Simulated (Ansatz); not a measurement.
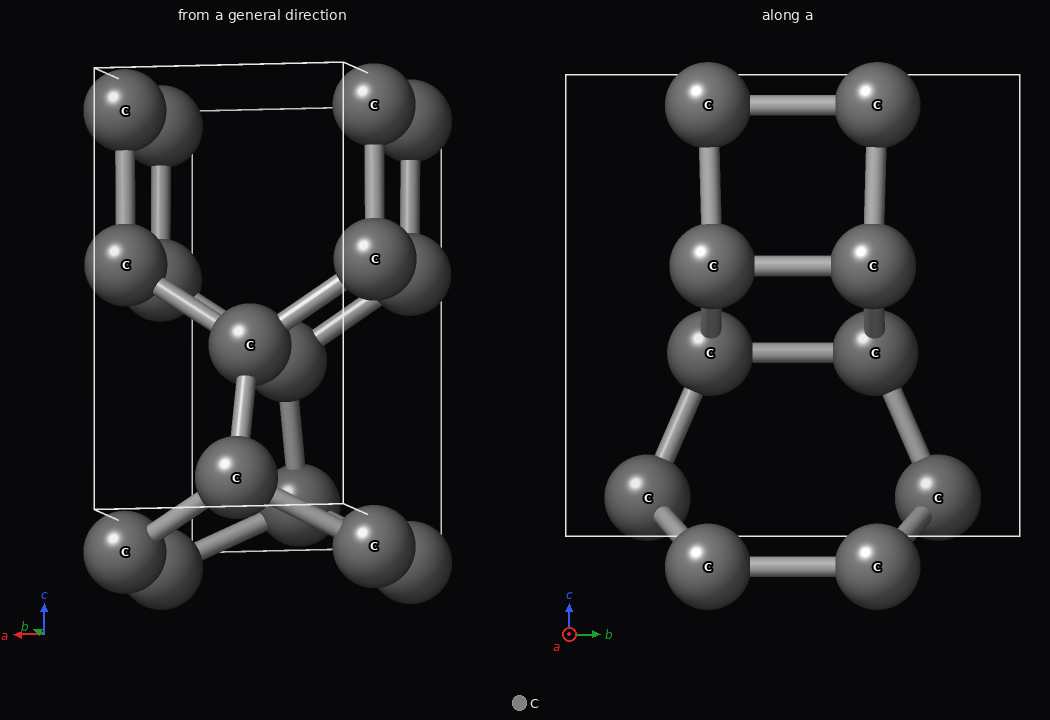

Crystal structure, ball-and-stick style, seen from a general direction and along the a axis. The parallelepiped is the conventional unit cell.

Cell dimensions are a = 2.57 Å, b = 4.39 Å, c = 4.46 Å, α = 90.00°, β = 90.00°, γ = 90.00°.

How many atoms make up the cell?

8 (carbon), counting shared atoms by their share.

Space group?

Pmm2 (No. 25), with C on 2h, C on 2h, C on 2g and C on 2g.

What are the neighbours of C?

Each C has four C at about 1.5 to 1.6 Å.

How do the bonded atoms link up through the crystal?

The bonds build a three-dimensional framework.

The cell started as a textbook structure type filled with this element (whether it is the usual form wasn't checked). The final geometry of a relaxation with DFT PBE, scalar-relativistic, plane waves, PAW (Ansatz 0.2.0) is shown.
